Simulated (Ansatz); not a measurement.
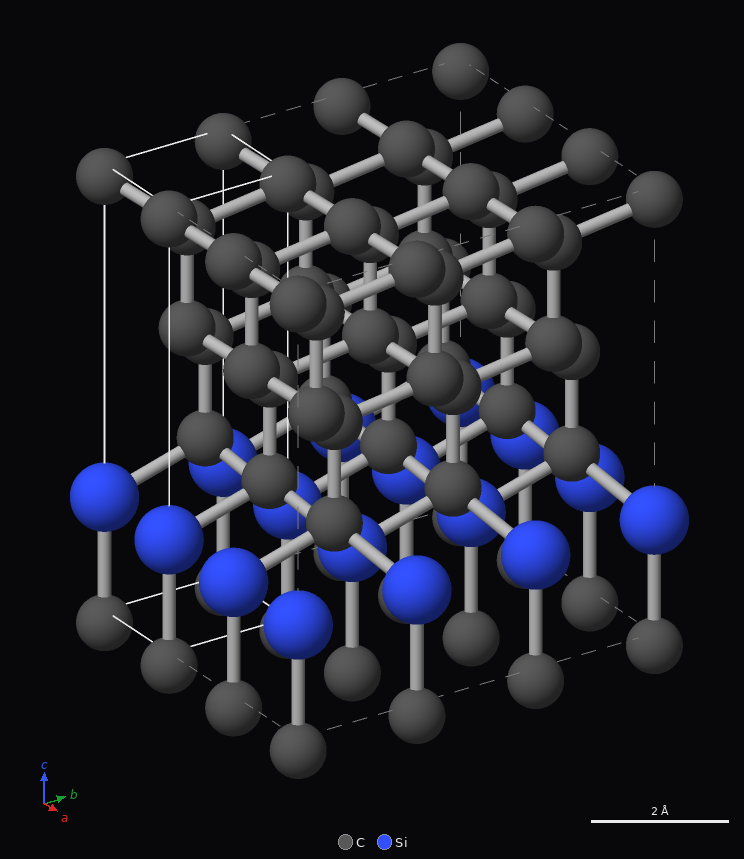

Shown here is a ball-and-stick view of the crystal, taken slightly off an axis. The conventional unit cell (solid box) is repeated to 3×3×1 cells.

SiC$_{5}$, space group P3m1 (No. 156), a = 2.72 Å, b = 2.72 Å, c = 6.75 Å, α = 90.00°, β = 90.00°, γ = 120.00°.

Electronic-structure method: difference of finished runs, DFT, PBE, plane waves, PAW (Ansatz). Parameters: plane waves up to 420 eV.

Classify it as metallic or gapped, with the value.

A semiconductor at this level, with a gap of 1.37 eV.

The cell started as a structure type filled with these elements by a generator (whether the compound takes this form wasn't checked). Earlier steps of the study, as a rule a relaxation of our own, may have changed the cell and positions, so they can lie some per cent off the listed ones. An electronic-structure calculation with Ansatz was run on it.
